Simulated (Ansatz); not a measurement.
CdTe: geometry relaxation (part 1 of 2)

CdTe (F-43m, 2 atoms in the cell), computed with DFT, PBE, plane waves, PAW, no spin polarisation (Ansatz 0.2.0).

The structure derives from an entry of the Crystallography Open Database. Figures and captions count atoms from 1; the log counts them from 0 in places.

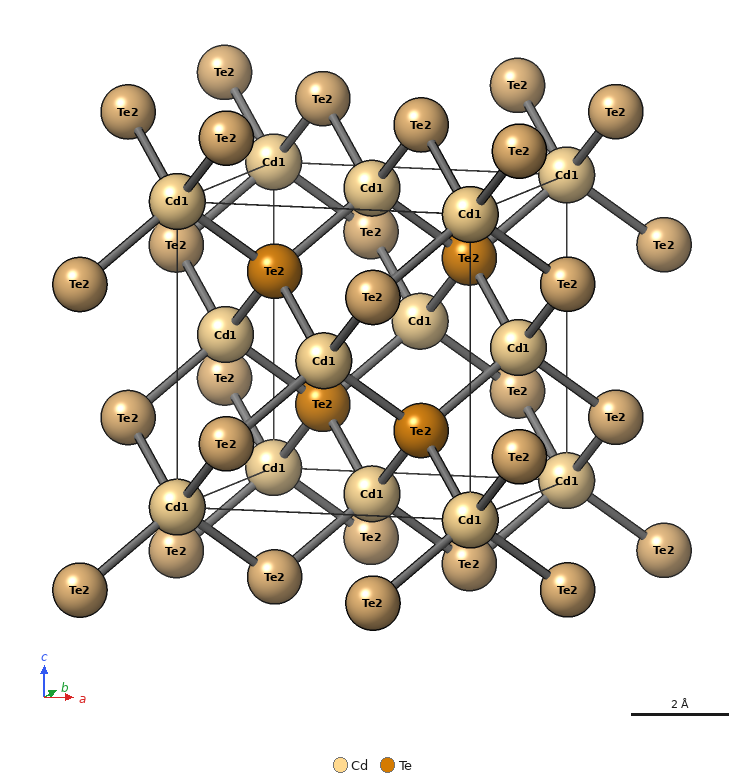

**Figure 1.** The structure as given in the input (ball-and-stick view of the cell 4 times as large as that of the calculation, set on its symmetry axes, seen slightly off an axis; neighbours outside the cell are drawn fainter; atoms are numbered from 1 in the order of the input).

## Results in brief

| quantity | value |
| --- | --- |
| outcome | converged |
| space group (tolerance 0.01 Å) | F-43m (216) |
| electrons treated | 36 |
| free energy | −15235.2826 eV |
| Fermi energy | 6.825 eV |
| gap on the k-point mesh | 0.55 eV |
| pressure | −0.03 GPa |
| final volume | 72.91 Å³ |
| largest force (length of the vector) at the end | under 0.001 eV/Å |
| final cell | a = 4.689 Å, b = 4.689 Å, c = 4.689 Å, α = 60.00°, β = 60.00°, γ = 60.00° |
| hardware | 1 thread of Arm Neoverse V1, 24 GiB of memory available, shared host |
| wall time | 8.8 s |
| peak memory | 0.32 GiB |

## Notes

These settings are looser than, or depart from, a standard set-up, so the numbers are not reference values for this system.

## Input file
```yaml
crystal:
  lattice:
    - [0.0, 3.205, 3.205]
    - [3.205, 0.0, 3.205]
    - [3.205, 3.205, 0.0]
  atoms:
    - { symbol: Cd, position: [0.0, 0.0, 0.0] }
    - { symbol: Te, position: [0.25, 0.25, 0.25] }
basis:
  ecutwfc: 420
kpoints:
  mp_grid: { grid: [4, 4, 4] }
hamiltonian:
  xc: pbe
scf:
  occupations: { method: gaussian, width: 0.02 }
output:
  forces: true
  stress: true
  eigenvalues: true
  write_density: true
  write_potential: true
  elf: true
  volumetric_format: npy
relax:
  adjacent_minimum: "off"
  f_tol: 0.005
  max_steps: 80
  cell: { stress_tol: 0.05 }
```

Launched with:
```bash
ansatz run input.yaml --threads 1 --pin off --max-ram 2560MiB --backend cpu --events-out ev --progress --plain --runs-dir out
```

## Log
```
Engine: ansatz 0.2.0, aarch64-unknown-linux-gnu
Pseudopotentials: kind: paw
Pseudopotential: Cd, paw, valence charge 20, recommended cutoff 420 eV (normal), Cd.paw.azcp
Pseudopotential: Te, paw, valence charge 16, recommended cutoff 420 eV (normal), Te.paw.azcp
Functional definition: PBE
  parameter kappa = 0.804
  parameter beta = 0.06672455060314922
  exchange = pbe_x(kappa = kappa, mu = beta*pi^2/3)
  correlation = pbe_c(beta = beta)
Crystal: 2 atoms, lattice volume = 65.844 Å³
Basis set: ecut = 420 eV, 1243 PW (Γ), exchange–correlation on 64×64×64 points (8 copies of the dense FFT grid, shifted against one another)
Bands: 22, of which v1, the nominal top of the filled ones, is band 18 counted from 1 (17 counted from 0)
Symmetry: 24 space group operations
Space group: F-43m (ITA 216), of the structure as read, at distance tolerance 4.0e-5 Å
k-points: 8 of 64 (time reversal used)
Non-local potential: Cd, projectors of the file, l = 0: 3, l = 1: 2, l = 2: 2, l = 3: 1
Non-local potential: Te, projectors of the file, l = 0: 2, l = 1: 2, l = 2: 2, l = 3: 2
PAW form: soft (Blöchl's): semilocal exchange-correlation on the pseudo side does not see the compensation charge
PAW one-centre angular grid: Cd, 590 points (default); XC on 64 Gauss nodes
PAW one-centre angular grid: Te, 590 points (default); XC on 64 Gauss nodes
Initial density: superposition of atomic densities (neutral atoms: chi_scale 0, normalization atom), corrected by the library's trained network
Initial wavefunctions: pseudopotential atomic-orbital guess
Functional: x = pbe(κ = 0.804, μ = 0.2195149727645171), c = pbe(β = 0.06672455060314922)
SCF iter   1: F=—  HF=-15235.193422 eV  |F-HF|=—  |Δ(HF+E_count)|=         —  Δρ=6.66e-4  dr2=4.55e-4  ethr=1.77e-3  ⟨swp⟩=6.1  Hψ=837  notcnv=0
preconditioner: auto → none  [insulator: Δε(μ)=0.855 eV  Ē_g=11.510 eV  σ=0.020 eV  W_gap=1.00  n_scr=14 (ndim 8)  ℏωp=19.4 eV  f_vac=0.179  D(μ)=0.00/eV (n_scr^D=0)  ε∞_Penn≈3.8]
SCF iter   2: F=—  HF=-15235.193494 eV  |F-HF|=—  |Δ(HF+E_count)|=   7.21e-5  Δρ=2.98e-4  dr2=4.97e-5  ethr=1.26e-6  ⟨swp⟩=3.8  Hψ=494  notcnv=0
SCF iter   3: F=—  HF=-15235.193520 eV  |F-HF|=—  |Δ(HF+E_count)|=   2.58e-5  Δρ=9.88e-5  dr2=4.52e-6  ethr=1.38e-7  ⟨swp⟩=2.0  Hψ=312  notcnv=0
SCF iter   4: F=—  HF=-15235.193539 eV  |F-HF|=—  |Δ(HF+E_count)|=   1.90e-5  Δρ=3.99e-5  dr2=6.84e-7  ethr=1.26e-8  ⟨swp⟩=2.0  Hψ=247  notcnv=0
iter 5 did not close the SCF: its close was put off for the readings that it lacked (scf_convergence_deferred on its scf_iter line)
SCF iter   5: F=-15235.193546 eV  HF=-15235.193545 eV  |F-HF|=2.63e-7  |Δ(HF+E_count)|=   5.98e-6  Δρ=7.60e-6  dr2=3.20e-8  ethr=1.90e-9  ⟨swp⟩=2.0  Hψ=248  notcnv=0
SCF iter   6: F=-15235.193546 eV  HF=-15235.193546 eV  |F-HF|=4.09e-9  |Δ(HF+E_count)|=   3.04e-7  Δρ=1.19e-6  dr2=9.02e-10  ethr=8.88e-11  ⟨swp⟩=6.5  Hψ=1032  notcnv=0
SCF 1 converged in 6 iterations: F = -15235.193546 eV  dr2 = 9.02e-10
  greatest PAW one-centre occupation: 1.000 electrons in one spin orbital (limit 2), on the Cd atom at site 0 (counted from 0), in its partial waves of l = 0
relax step   1: F+E_penalty+E_count = -15235.19354559 eV  Δ(F+E_penalty+E_count) = +0.000e0 eV  max|allowed force component| = 1.168e-16 eV/Å  Δτ_max = 0.0000 Å  P = +4.491 GPa  Ω = 65.844 Å³  (6 SCF iters, dr2 threshold 1.00e-7 eV, accepted)
Crystal: 2 atoms, lattice volume = 75.950 Å³
Basis set: ecut = 420 eV, 1459 PW (Γ), exchange–correlation on 64×64×64 points (8 copies of the dense FFT grid, shifted against one another)
Initial density: handed on by an earlier stage of this run
Initial wavefunctions: those handed on with the density
iter 1 solved again at ethr=1.58e-5 eV; its pass at ethr=3.10e-3 eV (dr2=5.68e-3 eV) is discarded
SCF iter   1: F=—  HF=-15235.266854 eV  |F-HF|=—  |Δ(HF+E_count)|=         —  Δρ=2.68e-3  dr2=5.79e-3  ethr=1.58e-5  ⟨swp⟩=2.0  Hψ=1170  notcnv=0
preconditioner: auto → none  [insulator: Δε(μ)=0.463 eV  Ē_g=10.953 eV  σ=0.020 eV  W_gap=1.00  n_scr=14 (ndim 8)  ℏωp=18.1 eV  f_vac=0.232  D(μ)=0.00/eV (n_scr^D=0)  ε∞_Penn≈3.7]
SCF iter   2: F=—  HF=-15235.267154 eV  |F-HF|=—  |Δ(HF+E_count)|=   3.00e-4  Δρ=1.12e-3  dr2=1.16e-3  ethr=1.58e-5  ⟨swp⟩=2.1  Hψ=223  notcnv=0
SCF iter   3: F=—  HF=-15235.267651 eV  |F-HF|=—  |Δ(HF+E_count)|=   4.97e-4  Δρ=2.56e-4  dr2=6.67e-5  ethr=3.23e-6  ⟨swp⟩=2.0  Hψ=280  notcnv=0
SCF iter   4: F=—  HF=-15235.267666 eV  |F-HF|=—  |Δ(HF+E_count)|=   1.51e-5  Δρ=7.38e-5  dr2=3.90e-6  ethr=1.85e-7  ⟨swp⟩=2.0  Hψ=288  notcnv=0
SCF iter   5: F=—  HF=-15235.267670 eV  |F-HF|=—  |Δ(HF+E_count)|=   4.22e-6  Δρ=4.38e-5  dr2=1.44e-6  ethr=1.08e-8  ⟨swp⟩=2.6  Hψ=306  notcnv=0
SCF iter   6: F=-15235.267670 eV  HF=-15235.267670 eV  |F-HF|=2.73e-8  |Δ(HF+E_count)|=   1.31e-7  Δρ=5.29e-6  dr2=1.75e-8  ethr=5.56e-10  ⟨swp⟩=7.5  Hψ=1268  notcnv=0
SCF 2 converged in 6 iterations: F = -15235.267670 eV  dr2 = 1.75e-8
relax step   2: F+E_penalty+E_count = -15235.26767021 eV  Δ(F+E_penalty+E_count) = -7.412e-2 eV  max|allowed force component| = 4.510e-17 eV/Å  Δτ_max = 0.0000 Å  P = -1.307 GPa  Ω = 75.950 Å³  energy of the carried Pulay correction = -2.165e-3 eV  (6 SCF iters, dr2 threshold 2.00e-7 eV, accepted)
Crystal: 2 atoms, lattice volume = 73.411 Å³
iter 1 solved again at ethr=7.16e-7 eV; its pass at ethr=3.10e-3 eV (dr2=2.58e-4 eV) is discarded
SCF iter   1: F=—  HF=-15235.280773 eV  |F-HF|=—  |Δ(HF+E_count)|=         —  Δρ=5.69e-4  dr2=2.73e-4  ethr=7.16e-7  ⟨swp⟩=2.2  Hψ=1088  notcnv=0
preconditioner: auto → none  [insulator: Δε(μ)=0.527 eV  Ē_g=11.071 eV  σ=0.020 eV  W_gap=1.00  n_scr=14 (ndim 8)  ℏωp=18.4 eV  f_vac=0.209  D(μ)=0.00/eV (n_scr^D=0)  ε∞_Penn≈3.8]
SCF iter   2: F=—  HF=-15235.280777 eV  |F-HF|=—  |Δ(HF+E_count)|=   3.45e-6  Δρ=2.72e-4  dr2=5.62e-5  ethr=7.16e-7  ⟨swp⟩=1.6  Hψ=184  notcnv=0
SCF iter   3: F=—  HF=-15235.280793 eV  |F-HF|=—  |Δ(HF+E_count)|=   1.61e-5  Δρ=9.70e-5  dr2=9.55e-6  ethr=1.56e-7  ⟨swp⟩=2.0  Hψ=248  notcnv=0
SCF iter   4: F=—  HF=-15235.280790 eV  |F-HF|=—  |Δ(HF+E_count)|=   2.41e-6  Δρ=2.64e-5  dr2=4.50e-7  ethr=2.65e-8  ⟨swp⟩=3.0  Hψ=320  notcnv=0
SCF iter   5: F=-15235.280791 eV  HF=-15235.280790 eV  |F-HF|=2.78e-8  |Δ(HF+E_count)|=   1.44e-7  Δρ=7.68e-6  dr2=2.99e-8  ethr=5.56e-10  ⟨swp⟩=10.1  Hψ=1227  notcnv=0
SCF 3 converged in 5 iterations: F = -15235.280791 eV  dr2 = 2.99e-8
relax step   3: F+E_penalty+E_count = -15235.28079051 eV  Δ(F+E_penalty+E_count) = -1.312e-2 eV  max|allowed force component| = 5.493e-17 eV/Å  Δτ_max = 0.0000 Å  P = -0.252 GPa  Ω = 73.411 Å³  energy of the carried Pulay correction = -1.668e-3 eV  (5 SCF iters, dr2 threshold 2.00e-7 eV, accepted)
Crystal: 2 atoms, lattice volume = 72.912 Å³
Basis set: ecut = 420 eV, 1411 PW (Γ), exchange–correlation on 64×64×64 points (8 copies of the dense FFT grid, shifted against one another)
iter 1 solved again at ethr=9.06e-8 eV; its pass at ethr=3.10e-3 eV (dr2=3.26e-5 eV) is discarded
SCF iter   1: F=—  HF=-15235.281315 eV  |F-HF|=—  |Δ(HF+E_count)|=         —  Δρ=1.19e-4  dr2=1.17e-5  ethr=9.06e-8  ⟨swp⟩=3.0  Hψ=1028  notcnv=0
preconditioner: auto → none  [insulator: Δε(μ)=0.552 eV  Ē_g=11.095 eV  σ=0.020 eV  W_gap=1.00  n_scr=14 (ndim 8)  ℏωp=18.4 eV  f_vac=0.209  D(μ)=0.00/eV (n_scr^D=0)  ε∞_Penn≈3.8]
SCF iter   2: F=—  HF=-15235.281314 eV  |F-HF|=—  |Δ(HF+E_count)|=   1.16e-6  Δρ=5.53e-5  dr2=2.43e-6  ethr=3.25e-8  ⟨swp⟩=1.8  Hψ=184  notcnv=0
SCF iter   3: F=—  HF=-15235.281315 eV  |F-HF|=—  |Δ(HF+E_count)|=   1.06e-6  Δρ=1.74e-5  dr2=3.63e-7  ethr=6.76e-9  ⟨swp⟩=2.0  Hψ=248  notcnv=0
SCF iter   4: F=-15235.281315 eV  HF=-15235.281315 eV  |F-HF|=1.63e-9  |Δ(HF+E_count)|=   8.52e-8  Δρ=5.22e-6  dr2=1.79e-8  ethr=4.39e-10  ⟨swp⟩=9.9  Hψ=1249  notcnv=0
SCF 4 converged in 4 iterations: F = -15235.281315 eV  dr2 = 1.79e-8
relax step   4: F+E_penalty+E_count = -15235.28131532 eV  Δ(F+E_penalty+E_count) = -5.248e-4 eV  max|allowed force component| = 2.833e-17 eV/Å  Δτ_max = 0.0000 Å  P = -0.019 GPa  Ω = 72.912 Å³  energy of the carried Pulay correction = -1.567e-3 eV  (4 SCF iters, dr2 threshold 1.58e-7 eV, accepted)
Initial wavefunctions: pseudopotential atomic-orbital guess (no wavefunctions were taken with the density)
iter 1 solved again at ethr=9.97e-8 eV; its pass at ethr=3.10e-3 eV (dr2=3.59e-5 eV) is discarded
SCF iter   1: F=—  HF=-15235.280013 eV  |F-HF|=—  |Δ(HF+E_count)|=         —  Δρ=3.56e-4  dr2=5.32e-6  ethr=9.97e-8  ⟨swp⟩=4.0  Hψ=1308  notcnv=0
preconditioner: auto → none  [insulator: Δε(μ)=0.554 eV  Ē_g=11.096 eV  σ=0.020 eV  W_gap=1.00  n_scr=14 (ndim 8)  ℏωp=18.4 eV  f_vac=0.209  D(μ)=0.00/eV (n_scr^D=0)  ε∞_Penn≈3.8]
SCF iter   2: F=—  HF=-15235.281948 eV  |F-HF|=—  |Δ(HF+E_count)|=   1.94e-3  Δρ=1.73e-4  dr2=1.19e-6  ethr=1.48e-8  ⟨swp⟩=2.0  Hψ=326  notcnv=0
SCF iter   3: F=—  HF=-15235.282586 eV  |F-HF|=—  |Δ(HF+E_count)|=   6.39e-4  Δρ=4.53e-5  dr2=3.62e-7  ethr=3.32e-9  ⟨swp⟩=2.0  Hψ=252  notcnv=0
SCF iter   4: F=—  HF=-15235.282619 eV  |F-HF|=—  |Δ(HF+E_count)|=   3.23e-5  Δρ=1.24e-5  dr2=1.63e-8  ethr=1.01e-9  ⟨swp⟩=2.0  Hψ=312  notcnv=0
SCF iter   5: F=—  HF=-15235.282622 eV  |F-HF|=—  |Δ(HF+E_count)|=   2.90e-6  Δρ=1.61e-6  dr2=4.84e-10  ethr=4.54e-11  ⟨swp⟩=2.0  Hψ=247  notcnv=0
SCF iter   6: F=—  HF=-15235.282622 eV  |F-HF|=—  |Δ(HF+E_count)|=   4.46e-8  Δρ=2.71e-7  dr2=7.53e-11  ethr=1.35e-12  ⟨swp⟩=2.0  Hψ=248  notcnv=0
SCF iter   7: F=-15235.282622 eV  HF=-15235.282622 eV  |F-HF|=4.73e-11  |Δ(HF+E_count)|=  6.18e-11  Δρ=6.40e-8  dr2=2.01e-12  ethr=1.00e-12  ⟨swp⟩=6.1  Hψ=783  notcnv=0
SCF 5 converged in 7 iterations: F = -15235.282622 eV  dr2 = 2.01e-12
relax step   5: F+E_penalty+E_count = -15235.28262168 eV  Δ(F+E_penalty+E_count) = -1.306e-3 eV  max|allowed force component| = 4.048e-17 eV/Å  Δτ_max = 0.0000 Å  P = -0.032 GPa  Ω = 72.912 Å³  stress off target by 3.19e-2 GPa  SCF on the basis re-selected at this cell (its energy is not comparable with the rows above)  (7 SCF iters)
```
